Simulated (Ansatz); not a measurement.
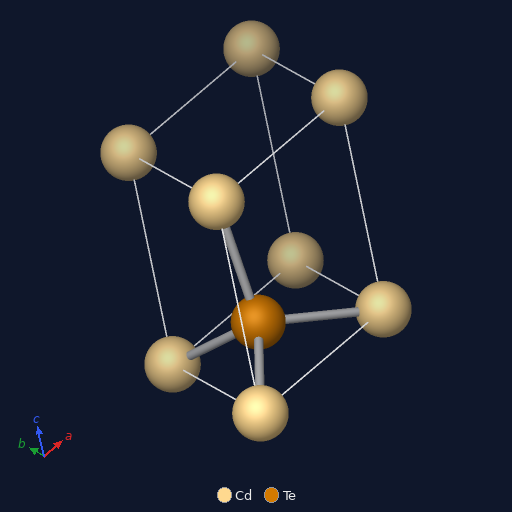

System: interstitial (added Cd) in CdTe. The picture shows the cell.

Structure:
```yaml
crystal:
  lattice:
    - [0.00000, 3.30960, 3.30960]
    - [3.30960, 0.00000, 3.30960]
    - [3.30960, 3.30960, 0.00000]
  atoms:
    - { symbol: Cd, position: [0.00000, 0.00000, 0.00000] }
    - { symbol: Te, position: [0.25000, 0.25000, 0.25000] }
```

Computed with Ansatz 0.2.0: charge states of a point defect in a periodic supercell, each relaxed, energies over the elements' standard states with the Fermi level at the host's valence band top, point-charge and potential alignment terms added, no band filling term, levels over that top; plane waves with PAW datasets; energies extrapolated to zero smearing. Level: PBE, allowed.

```csv
setting,value
host atoms in supercell,32
wave cutoff,420 eV
k mesh,2×2×2
occupations,Gaussian
smearing width,0.01 eV
k shift,"(0.5, 0.5, 0.5) (mesh steps)"
start displacement,0 Å
defect kind,interstitial
added element,Cd
defect place,"(0.75, 0.75, 0.75) (fraction of the host cell vector)"
host gap,0.584 eV
static dielectric xx yy zz,"(12.6, 12.6, 12.6)"
```

Describe the result: the formation energy of each charge state against the Fermi level.

The stable charge changes at 0.54 eV (+2/+1) above the valence band top. The lowest state is +2 at the valence band top, +2 at mid-gap and +1 at the conduction band bottom, 0.58 eV higher. With the Fermi level at mid-gap the formation energy is 0.8 eV against the elements' standard states.

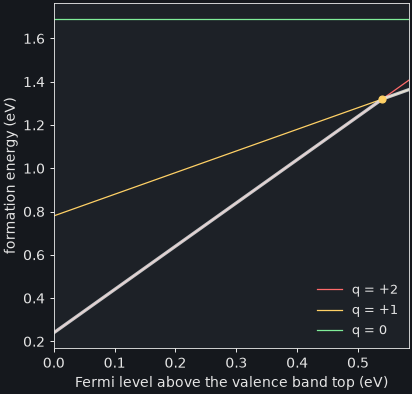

The thick line follows the lowest charge state; the axis spans the host's computed gap.

Caveats: charged cell in a neutralising background; coarse k mesh; fractional moment from partly filled bands; narrow smearing for a metal; small supercell; symmetry that the supercell leaves at the site kept.
